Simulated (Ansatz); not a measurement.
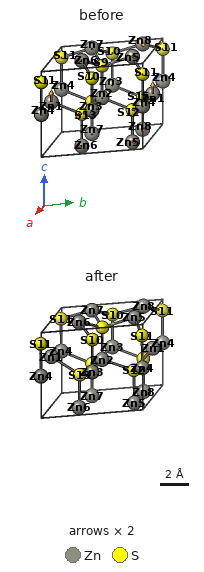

The structure of a defect cell of composition Zn$_{8}$S$_{7}$ (coarse preliminary run) before (top) and after (bottom) a relaxation, at one scale. The orange arrows give the displacements, 2 times their true length.

A ball-and-stick model of the cell of the calculation, reduced to other axes (origin shifted), seen slightly off an axis. Lengths and directions refer to the drawn axes.

Case: S vacancy (site b), charge +0, atoms relaxed at the host's cell.

Computed with Ansatz 0.2.0, DFT PBE, scalar-relativistic, plane waves, PAW. Set-up: plane-wave cutoff 420 eV; k-point mesh 1 × 1 × 1; occupations gaussian; smearing width 0.01 eV; no spin polarisation; atoms relaxed in a fixed cell; force threshold 0.025 eV/Å; at most 45 steps.

**What changed between the two?**

Over 4 geometry steps the energy falls by 0.525 eV per cell of the calculation. The largest force component goes from 0.67 to 0.02 eV/Å. The atom that moves furthest is a Zn atom (0.47 Å along +c). Largest moves by element: Zn 0.47 Å, S 0.15 Å. The lattice vectors keep their values. Among the contacts that change: S–Zn 2.356 → 2.443 Å, S–Zn 2.361 → 2.421 Å, S–Zn 2.356 → 2.399 Å, S–Zn 2.361 → 2.381 Å. Among the angles between lasting bonds that change: S–Zn–S 109.3° → 96.1°, Zn–S–Zn 109.6° → 119.4°, Zn–S–Zn 109.3° → 119.0°.

Limits of the set-up: the periodic images lie only 6.3 Å apart, so the values are limited by the cell's size.
